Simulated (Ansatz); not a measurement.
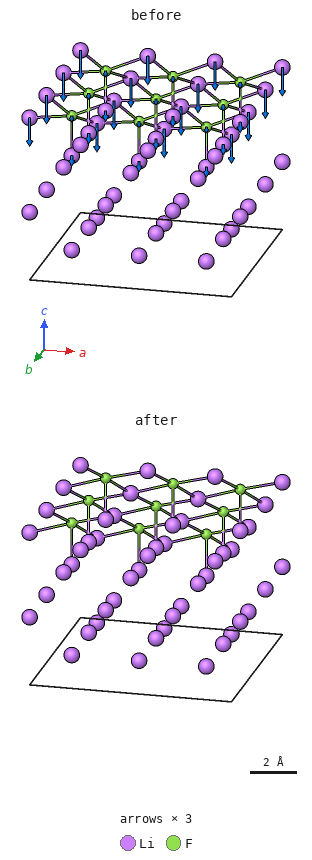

The structure of a slab of composition Li$_{4}$F (cut from the Fm-3m phase) before (top) and after (bottom) a constrained relaxation, at one scale. The blue arrows give the displacements, magnified 3 times.

A ball-and-stick model of the 3 × 3 repeat of the cell, outlined in the plane, without the vacuum, seen from a free direction.

Case: F put over a Li atom of a lower plane. The slab is the (1 0 0) face of Li with F on it. 2 atoms are held fixed.

All numbers below come from DFT PBEsol, scalar-relativistic, plane waves, PAW in Ansatz.

Input
```yaml
crystal:
  lattice:
    - [3.0534023709, 0.0, 0.0]
    - [0.0, 3.0534023709, 0.0]
    - [0.0, 0.0, 25.4772445665]
  atoms:
    - { symbol: Li, position: [0.5, 0.5, 0.3336310557] }
    - { symbol: Li, position: [0.0, 0.0, 0.4183765436] }
    - { symbol: Li, position: [0.5, 0.5, 0.5064912706] }
    - { symbol: Li, position: [0.0, 0.0, 0.5914669341] }
    - { symbol: F, position: [0.5, 0.5, 0.5796917204] }
basis:
  ecutwfc: 420
kpoints:
  mp_grid: { grid: [9, 9, 1] }
hamiltonian:
  xc: pbesol
scf:
  occupations: { method: gaussian, width: 0.1 }
output:
  forces: true
  eigenvalues: true
relax:
  adjacent_minimum: "off"
  f_tol: 0.03
  max_steps: 70
  constraints: [{ sites: [0, 1] }]
efield:
  axis: 3
  dipole_correction: true
```

What changed between the two?

Answer. The largest move is that of Li4, 0.46 Å along the normal (−c). By element the largest moves are Li 0.46 Å, F 0.10 Å. The lattice vectors keep their values. Among the contacts that change: Li3–F5 1.865 → 1.938 Å, Li4–F5 2.180 → 2.160 Å. Among the angles between lasting bonds that change: F5–Li4–F5 164.2° → 177.0°, Li4–F5–Li4 164.2° → 177.0°, Li3–F5–Li4 97.9° → 88.5°. Over 5 accepted moves (6 points after the start) the energy falls by 92.1 meV per cell of the calculation. The largest force component goes from 0.4 to 0.0079 eV/Å. 1 step only repeated the SCF at the same geometry.

Limits of the set-up: the cell has an odd number of electrons but was run without spin polarisation; the periodic images lie only 3.1 Å apart, so the values are limited by the cell's size.
